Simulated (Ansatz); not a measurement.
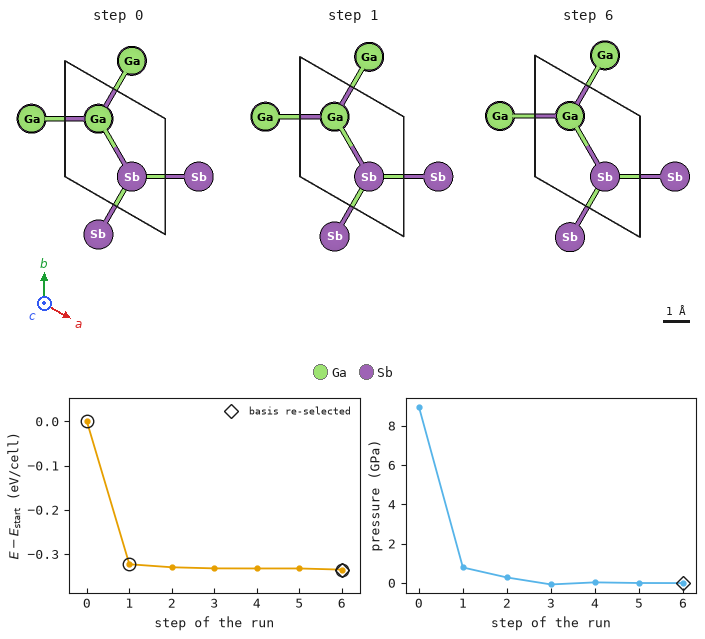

Frames of a relaxation of crystalline GaSb (built on the h-MgO (five-fold) type), marked on the history of the run. Style: ball-and-stick. Shown: the cell of the calculation, along the c axis.

Method: DFT, PBEsol, plane waves, PAW in Ansatz 0.2.0.

The input:
```yaml
crystal:
  lattice:
    - [4.479205394, 0.0, 0.0]
    - [-2.239602697, 3.87910566, 0.0]
    - [0.0, 0.0, 5.5987092]
  atoms:
    - { symbol: Ga, position: [0.3333333333, 0.6666666667, 0.25] }
    - { symbol: Ga, position: [0.6666666667, 0.3333333333, 0.75] }
    - { symbol: Sb, position: [0.6666666667, 0.3333333333, 0.25] }
    - { symbol: Sb, position: [0.3333333333, 0.6666666667, 0.75] }
kpoints:
  mp_grid: { grid: [6, 6, 4] }
hamiltonian:
  xc: pbesol
scf:
  occupations: { method: fermi_dirac, width: 0.03 }
relax:
  f_tol: 0.01
  cell: {}
  max_steps: 120
```

Command:
```bash
ansatz run input.yaml --threads 2 --pin off --max-ram 2211MiB --backend cpu --events-out ev --progress --plain --runs-dir out
```

Describe the path.

Answer. Over 5 accepted moves (6 points after the start) the energy falls by 0.335 eV per cell of the calculation. All forces vanish by symmetry, so only the cell relaxes. The pressure goes from 8.97 to 0.00 GPa. The SCF was repeated once at an unchanged geometry on a basis and grid sized afresh for the cell, which shifted the energy by 2.6 meV per cell of the calculation at most. The atoms keep their places relative to the cell (all moves are under 0.005 Å). Cell: a = b 4.479 → 4.689 Å (+4.7 %), c 5.599 → 5.836 Å (+4.2 %). Volume +14.2 %. Some distances before and after: Ga1–Sb3 2.586 → 2.707 Å, Ga1–Sb4 2.799 → 2.918 Å. The space group stays P6_3/mmc (No. 194). From step 0 to 1: volume +12.2 %, energy −0.323 eV per cell of the calculation. From step 1 to 6: volume +1.8 %, energy −12.1 meV per cell of the calculation.

| step | E − E(0), meV/atom | pressure, GPa | volume, Å³/atom | note |
| --- | --- | --- | --- | --- |
| 0 | 0.00 | 8.97 | 24.320 |  |
| 1 | -80.69 | 0.79 | 27.289 |  |
| 2 | -82.40 | 0.28 | 27.602 |  |
| 3 | -83.03 | -0.07 | 27.820 |  |
| 4 | -83.07 | 0.03 | 27.763 |  |
| 5 | -83.07 | 0.00 | 27.781 |  |
| 6 | -83.73 | 0.00 | 27.781 | same geometry, new basis |
